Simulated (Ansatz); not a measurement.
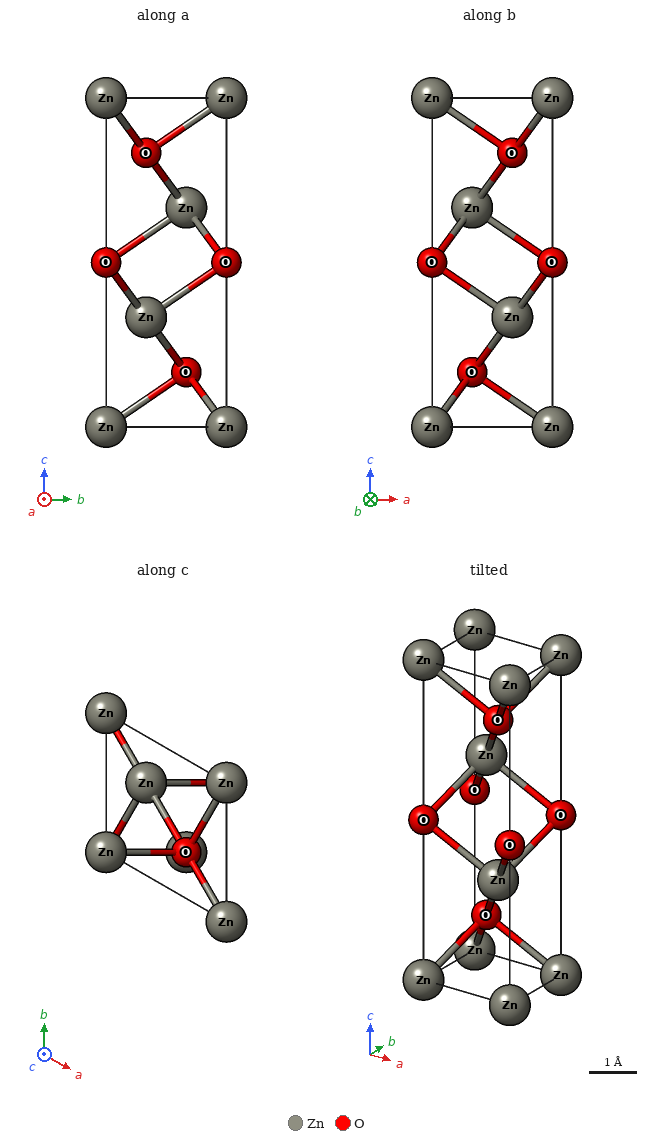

The image is a ball-and-stick drawing of a crystal, viewed along the a axis, along the b axis, along the c axis and slightly off an axis. The wireframe shows the conventional unit cell.

Lattice parameters: a = 3.018 Å, b = 3.018 Å, c = 7.142 Å, α = 90.00°, β = 90.00°, γ = 120.00°.

> Transcribe the picture into a table of Wyckoff sites.

Space group R-3m:H (No. 166).
| atom | site | x | y | z |
| --- | --- | --- | --- | --- |
| Zn | 3a | 0.0000 | 0.0000 | 0.0000 |
| O | 3b | 0.3333 | 0.6667 | 0.1667 |

It derives from a structure type filled with these elements by a generator (whether the compound takes this form wasn't checked). The cell was then strained or its atoms displaced on purpose. It went into a calculation with Ansatz.

At this level of theory the cell isn't at rest (compressed, at 15 GPa), so its distances can differ from those at equilibrium, the more so the softer the solid.
